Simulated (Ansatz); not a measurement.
La₃O₂

Input file:

```
crystal:
  lattice:
    - [3.6885278996, 0.0, 0.0]
    - [-1.8442639498, 3.1943588636, 0.0]
    - [0.0, 0.0, 9.4581475978]
  atoms:
    - { symbol: La, position: [0.3333333333, 0.6666666667, 0.6857219649] }
    - { symbol: La, position: [0.6666666667, 0.3333333333, 0.3142780351] }
    - { symbol: La, position: [0.0, 0.0, 0.0] }
    - { symbol: O, position: [0.3333333333, 0.6666666667, 0.1453716731] }
    - { symbol: O, position: [0.6666666667, 0.3333333333, 0.8546283269] }
basis:
  ecutwfc: 500
kpoints:
  mp_grid: { grid: [12, 12, 4] }
  band_path:
    path:
      - [[0.0, 0.0, 0.0], [0.5, 0.0, 0.0], [0.33333333, 0.33333333, 0.0], [0.0, 0.0, 0.0], [0.0, 0.0, 0.5], [0.5, 0.0, 0.5], [0.33333333, 0.33333333, 0.5], [0.0, 0.0, 0.5]]
      - [[0.5, 0.0, 0.5], [0.5, 0.0, 0.0]]
      - [[0.33333333, 0.33333333, 0.5], [0.33333333, 0.33333333, 0.0]]
    npoints: 14
hamiltonian:
  xc: r2scan
scf:
  occupations: { method: gaussian, width: 0.1 }
  n_extra_bands: 12
output:
  forces: true
  stress: true
  eigenvalues: true
  populations: true
  dos: { projected: true, de: 0.02, nscf_kmesh: { grid: [15, 15, 5] } }
  bader: true
  write_density: true
  write_potential: true
  elf: true
  volumetric_format: npy
```

Run with:

```sh
ansatz run input.yaml --threads 1 --pin off --max-ram 2560MiB --backend cpu --events-out ev --progress --plain --runs-dir out
```

Below, planes, directions and counts refer to the conventional cell (a = 3.69 Å, b = 3.69 Å, c = 9.46 Å, α = 90.00°, β = 90.00°, γ = 120.00°).

Space group P-3m1; a structure generated by program, which may or may not match a known phase; computed without spin polarisation.

Level of theory: Ansatz 0.2.0, DFT r2SCAN, scalar-relativistic, plane waves, PAW.

The density is the valence pseudo-density of a PAW calculation; it isn't the true density close to the nuclei.

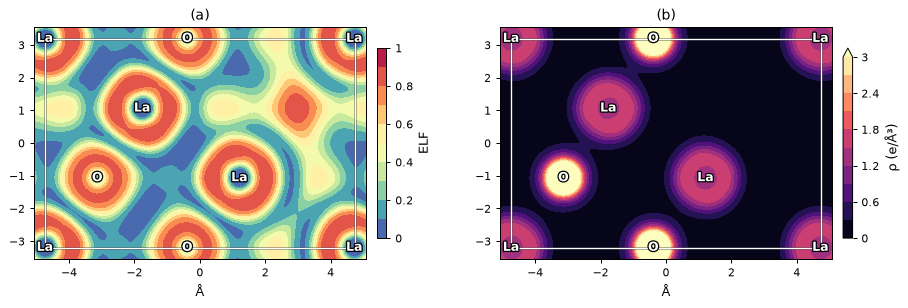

Figure 1. (a) electron localisation function; (b) valence pseudo-density on the (110) plane of the conventional cell.

Q: Describe what can be read from this map.

A: The plane passes through La and O nuclei.
La–O (2.53 Å): ρ is about 0.35 e/Å³ halfway; the ELF is about 0.15 at the midpoint; no shared electron pair shows on this line.
La–O (2.66 Å): ρ at the midpoint is about 0.26 e/Å³; the ELF is about 0.10 at the midpoint: no shared electron pair shows on this line.
Between the atoms the lowest density in this plane is 0.06 e/Å³.
The ELF has a maximum of about 0.85 in the space between the atoms, 2.8 Å from six La atoms, on no atom or two-centre bond.
The features right at La lie inside the PAW spheres, where the map follows smoothed inner orbitals and isn't to be read closely.

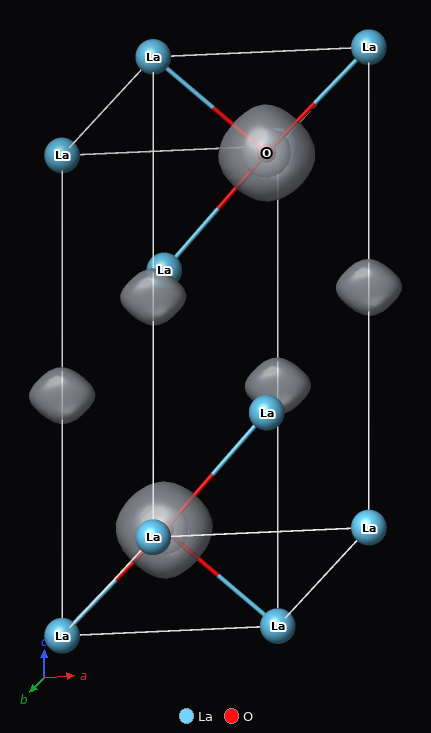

Figure 2. Isosurface of the ELF at 0.75 (grey), seen at an oblique angle. Only the valence region is drawn (cores and ρ < 0.01 e/Å³ removed). Sticks mark near contacts.

Q: What do the ELF domains correspond to?

A: At this value the surface marks out two regions wrapped around O (the valence shell of each) and one pocket between the atoms, centred on no nucleus (multi-centre or interstitial), counted in one cell of 5 atoms. Any copies at cell faces, edges or corners count once.

Q: Which way does charge flow, and how much by Bader's partition?

A: Electrons move from La towards O. Bader charges: La +0.64 to +1.66 and O −1.47 e.

Q: Does the calculation make it a metal, or give it a gap?

A: It is gapless in this calculation (a metal or semimetal).
